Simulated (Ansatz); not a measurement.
# Geometry relaxation of Cu (part 3 of 3)

The same run, continued: Cu (defect cell, 26 atoms in the cell); DFT PBE, scalar-relativistic, plane waves, PAW, no spin polarisation (Ansatz 0.2.0); cutoff 420 eV, 4×4×4 k-mesh, Gaussian smearing of 0.1 eV. The structure derives from an entry of the Crystallography Open Database. It belongs to a series of runs on one base structure; here: Cu vacancy, atoms relaxed.

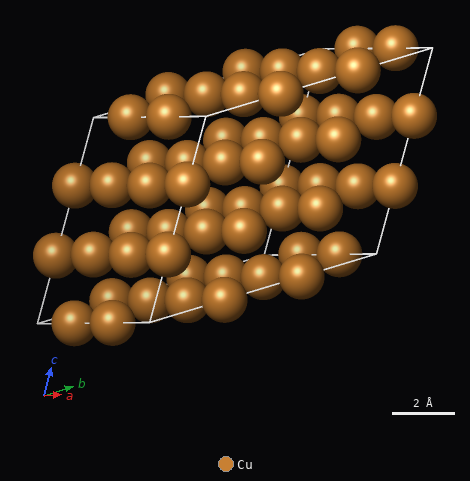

*The geometry at step 4 of the log (spheres-only view of the cell of the calculation, seen at an oblique angle).*

Trajectory as extended XYZ, continued
```
26
Lattice="5.4446 0.0000 5.4446 5.4446 5.4446 0.0000 0.0000 5.4446 5.4446" Properties=species:S:1:pos:R:3:forces:R:3 step=3 energy=-172253.28626
Cu    1.7971    1.7971    0.0000   -0.0015  -0.0015   0.0000
Cu    3.6475    3.6475    0.0000    0.0015   0.0015   0.0000
Cu    1.7971    0.0000    1.7971   -0.0015   0.0000  -0.0015
Cu    3.6298    1.8148    1.8148   -0.0014   0.0014   0.0014
Cu    5.4446    3.6475    1.7971    0.0000   0.0015  -0.0015
Cu    3.6475    0.0000    3.6475    0.0015   0.0000   0.0015
Cu    5.4446    1.7971    3.6475    0.0000  -0.0015   0.0015
Cu    7.2595    3.6298    3.6298    0.0014  -0.0014  -0.0014
Cu    0.0000    1.7971    1.7971    0.0000  -0.0015  -0.0015
Cu    1.8148    3.6298    1.8148    0.0014  -0.0014   0.0014
Cu    3.6475    5.4446    1.7971    0.0015   0.0000  -0.0015
Cu    1.8148    1.8148    3.6298    0.0014   0.0014  -0.0014
Cu    3.6298    3.6298    3.6298   -0.0014  -0.0014  -0.0014
Cu    5.4446    5.4446    3.6214    0.0000   0.0000   0.0017
Cu    3.6475    1.7971    5.4446    0.0015  -0.0015   0.0000
Cu    5.4446    3.6214    5.4446    0.0000   0.0017   0.0000
Cu    7.2679    5.4446    5.4446   -0.0017   0.0000   0.0000
Cu    0.0000    3.6475    3.6475    0.0000   0.0015   0.0015
Cu    1.7971    5.4446    3.6475   -0.0015   0.0000   0.0015
Cu    3.6298    7.2595    3.6298   -0.0014   0.0014  -0.0014
Cu    1.7971    3.6475    5.4446   -0.0015   0.0015   0.0000
Cu    3.6214    5.4446    5.4446    0.0017   0.0000   0.0000
Cu    5.4446    7.2679    5.4446    0.0000  -0.0017   0.0000
Cu    3.6298    3.6298    7.2595   -0.0014  -0.0014   0.0014
Cu    5.4446    5.4446    7.2679    0.0000   0.0000  -0.0017
Cu    7.2595    7.2595    7.2595    0.0014   0.0014   0.0014
26
Lattice="5.4446 0.0000 5.4446 5.4446 5.4446 0.0000 0.0000 5.4446 5.4446" Properties=species:S:1:pos:R:3:forces:R:3 step=4 energy=-172253.28626
Cu    1.7971    1.7971    0.0000   -0.0015  -0.0015   0.0000
Cu    3.6475    3.6475    0.0000    0.0015   0.0015   0.0000
Cu    1.7971    0.0000    1.7971   -0.0015   0.0000  -0.0015
Cu    3.6298    1.8148    1.8148   -0.0014   0.0014   0.0014
Cu    5.4446    3.6475    1.7971    0.0000   0.0015  -0.0015
Cu    3.6475    0.0000    3.6475    0.0015   0.0000   0.0015
Cu    5.4446    1.7971    3.6475    0.0000  -0.0015   0.0015
Cu    7.2595    3.6298    3.6298    0.0014  -0.0014  -0.0014
Cu    0.0000    1.7971    1.7971    0.0000  -0.0015  -0.0015
Cu    1.8148    3.6298    1.8148    0.0014  -0.0014   0.0014
Cu    3.6475    5.4446    1.7971    0.0015   0.0000  -0.0015
Cu    1.8148    1.8148    3.6298    0.0014   0.0014  -0.0014
Cu    3.6298    3.6298    3.6298   -0.0014  -0.0014  -0.0014
Cu    5.4446    5.4446    3.6214    0.0000   0.0000   0.0018
Cu    3.6475    1.7971    5.4446    0.0015  -0.0015   0.0000
Cu    5.4446    3.6214    5.4446    0.0000   0.0018   0.0000
Cu    7.2679    5.4446    5.4446   -0.0018   0.0000   0.0000
Cu    0.0000    3.6475    3.6475    0.0000   0.0015   0.0015
Cu    1.7971    5.4446    3.6475   -0.0015   0.0000   0.0015
Cu    3.6298    7.2595    3.6298   -0.0014   0.0014  -0.0014
Cu    1.7971    3.6475    5.4446   -0.0015   0.0015   0.0000
Cu    3.6214    5.4446    5.4446    0.0018   0.0000   0.0000
Cu    5.4446    7.2679    5.4446    0.0000  -0.0018   0.0000
Cu    3.6298    3.6298    7.2595   -0.0014  -0.0014   0.0014
Cu    5.4446    5.4446    7.2679    0.0000   0.0000  -0.0018
Cu    7.2595    7.2595    7.2595    0.0014   0.0014   0.0014
```

Key numbers

- outcome: converged
- electrons treated: 494
- free energy: −172253.2863 eV
- Fermi energy: 15.634 eV
- gap on the k-point mesh: none (metallic)
- pressure: −1.68 GPa
- final volume: 322.80 Å³
- largest force (length of the vector) at the end: 0.002 eV/Å
- hardware: 4 threads of Intel Xeon @ 2.30GHz, 28 GiB of memory available, shared host
- wall time: 58 s (CPU time 3.5 min)
- peak memory: 1.8 GiB

Notes on the run: the SCF threshold is looser than advised for the printed stress.
